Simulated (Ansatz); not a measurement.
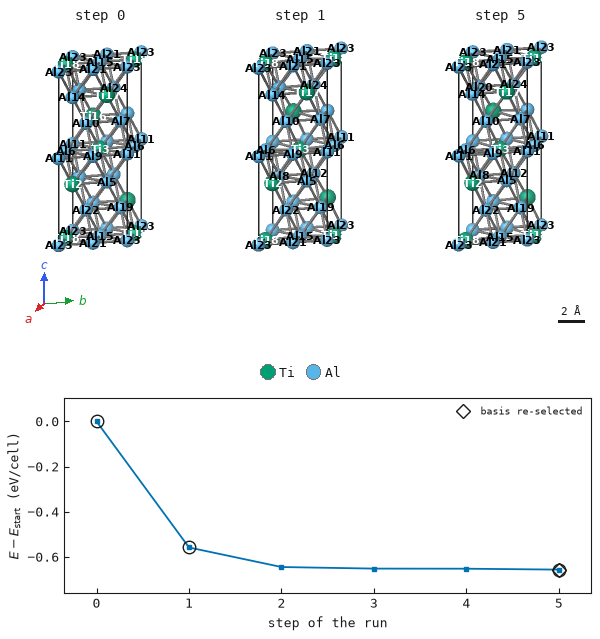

Frames of a relaxation of an interface cell of composition TiAl3, marked on the history of the run. A ball-and-stick model of the cell of the calculation (origin shifted), seen slightly off an axis.

Case: antiphase boundary on (1 1 1), shift by [0.5, 0.5, 0] of the cube.

All numbers below come from DFT PBE, scalar-relativistic, plane waves, PAW in Ansatz.

Input
```yaml
crystal:
  lattice:
    - [5.6281834865, 0.0, 0.0]
    - [-2.8140917432, 4.8741498765, 0.0]
    - [0.0, 0.0, 13.7861777207]
  atoms:
    - { symbol: Ti, position: [0.0, 0.0, 0.0] }
    - { symbol: Ti, position: [0.6666666667, 0.3333333333, 0.1666666667] }
    - { symbol: Ti, position: [0.3333333333, 0.6666666667, 0.3333333333] }
    - { symbol: Al, position: [0.0, 0.5, 0.0] }
    - { symbol: Al, position: [0.6666666667, 0.8333333333, 0.1666666667] }
    - { symbol: Al, position: [0.3333333333, 0.1666666667, 0.3333333333] }
    - { symbol: Al, position: [0.5, 0.0, 0.5] }
    - { symbol: Al, position: [0.1666666667, 0.3333333333, 0.1666666667] }
    - { symbol: Al, position: [0.8333333333, 0.6666666667, 0.3333333333] }
    - { symbol: Al, position: [0.5, 0.5, 0.5] }
    - { symbol: Al, position: [0.8333333333, 0.1666666667, 0.3333333333] }
    - { symbol: Al, position: [0.1666666667, 0.8333333333, 0.1666666667] }
    - { symbol: Al, position: [1.0, 0.0, 0.5] }
    - { symbol: Al, position: [0.6666666667, 0.3333333333, 0.6666666667] }
    - { symbol: Al, position: [0.3333333333, 0.6666666667, 0.8333333333] }
    - { symbol: Ti, position: [0.0, 0.5, 0.5] }
    - { symbol: Ti, position: [0.6666666667, 0.8333333333, 0.6666666667] }
    - { symbol: Ti, position: [0.3333333333, 0.1666666667, 0.8333333333] }
    - { symbol: Al, position: [0.5, 0.0, 0.0] }
    - { symbol: Al, position: [0.1666666667, 0.3333333333, 0.6666666667] }
    - { symbol: Al, position: [0.8333333333, 0.6666666667, 0.8333333333] }
    - { symbol: Al, position: [0.5, 0.5, 0.0] }
    - { symbol: Al, position: [0.8333333333, 0.1666666667, 0.8333333333] }
    - { symbol: Al, position: [0.1666666667, 0.8333333333, 0.6666666667] }
basis:
  ecutwfc: 420
kpoints:
  mp_grid: { grid: [6, 6, 3] }
hamiltonian:
  xc: pbe
scf:
  occupations: { method: gaussian, width: 0.1 }
output:
  forces: true
  stress: true
  eigenvalues: true
  populations: true
  write_density: true
  write_potential: true
  elf: true
  volumetric_format: npy
relax:
  adjacent_minimum: "off"
  f_tol: 0.02
  max_steps: 45
  cell: { fix: [a, b, alpha, beta, gamma], stress_tol: 0.1 }
```

Run as
```bash
ansatz run input.yaml --threads 4 --pin off --max-ram 11264MiB --backend cpu --events-out ev --progress --plain --runs-dir out
```

> What happens along the run?

After 4 accepted moves (5 points after the start) the energy has fallen by 0.656 eV per cell of the calculation. Largest force component: 1.5 eV/Å at the start, 0.0028 eV/Å at the end. Pressure: 1.31 GPa at the start and −0.99 GPa at the end. At 1 point the geometry stayed and the basis and grid were re-selected for the new cell (energy shift of 4.1 meV per cell of the calculation at most each time). The largest moves relative to the cell, 0.18 Å, are those of Ti1, Ti3, Ti16 and Ti18. Ti3 goes along −c. By element the largest moves are Ti 0.18 Å, Al 0.08 Å. The volume changes by +2.3 %, with a = b unchanged at 5.628 Å, c 13.786 → 14.109 Å (+2.3 %). Near-neighbour distances that change, for instance: Ti1–Ti18 2.814 → 3.154 Å, Al4–Al15 2.814 → 2.998 Å, Al11–Ti16 2.814 → 2.944 Å, Al10–Al14 2.814 → 2.920 Å. The run took 64 s on 4 threads of Intel(R) Xeon(R) 6975P-C (Granite Rapids), on a shared host, peak memory 1.7 GiB. From step 0 to 1: Ti atoms move most (0.20 Å), volume +1.8 %, energy −0.558 eV per cell of the calculation. From step 1 to 5: Ti atoms move most (0.06 Å), volume +0.5 %, energy −98.1 meV per cell of the calculation.
